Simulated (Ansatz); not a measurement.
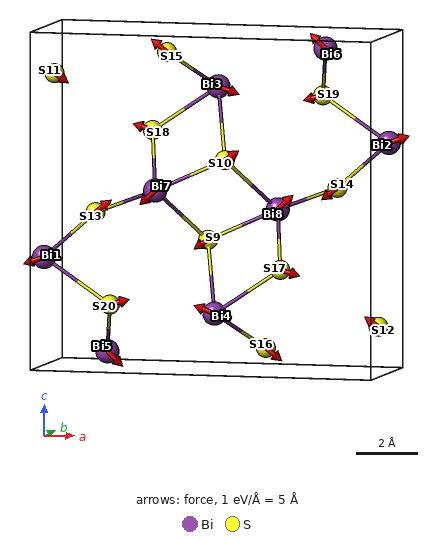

Starting geometry of solid Bi2S3 (built on the database structure type) with the computed forces as red arrows. Style: ball-and-stick. Shown: the cell of the calculation, slightly off an axis.

All numbers below come from DFT, PBE-D3(BJ), plane waves, PAW (Ansatz 0.2.0). (plane-wave cutoff 420 eV; k-point mesh 2 × 6 × 2; occupations fermi dirac; smearing width 0.02 eV; no spin polarisation; cell and atoms relaxed; force threshold 0.005 eV/Å)

**Is this structure relaxed? If not, where do the atoms go?**

It isn't relaxed: the largest force vector, on Bi atoms, is 0.15 eV/Å. The final displacements follow the starting forces only in part (cosine between the two patterns 0.79). After 6 accepted moves (8 points after the start) the energy has fallen by 11.3 meV per atom. Largest force component: 0.14 eV/Å at the start, 0.0034 eV/Å at the end. Pressure: −1.04 GPa at the start and 0.00 GPa at the end. The line search rejected the trial step at point 1 of the run. The SCF was repeated once at an unchanged geometry on a basis and grid sized afresh for the cell, which shifted the energy by 0.2 meV per atom at most. The largest moves relative to the cell, 0.13 Å, are those of Bi1, Bi2, Bi3 and Bi4. Bi4 goes roughly along −a. Largest moves by element: Bi 0.13 Å, S 0.10 Å. The volume changes by −6.0 %, with a 11.594 → 11.147 Å (−3.9 %), b 3.998 → 3.978 Å (−0.5 %), c 11.161 → 10.961 Å (−1.8 %). Among the contacts that change: Bi1–S17 3.564 → 3.212 Å, Bi5–S15 3.407 → 3.229 Å, Bi1–S14 3.033 → 2.923 Å, Bi1–S12 3.072 → 2.988 Å. Bond angles that change, for instance: S14–Bi1–S20 156.1° → 150.2°, S13–Bi1–S20 84.2° → 80.3°, S12–Bi1–S14 118.4° → 121.5°. The space group stays Pnma (No. 62). Cost: 11 s on 1 × NVIDIA H100 80GB HBM3 with 4 threads of AMD EPYC 7R13 Processor (Zen 3), on a shared host, peak memory 1.5 GiB.
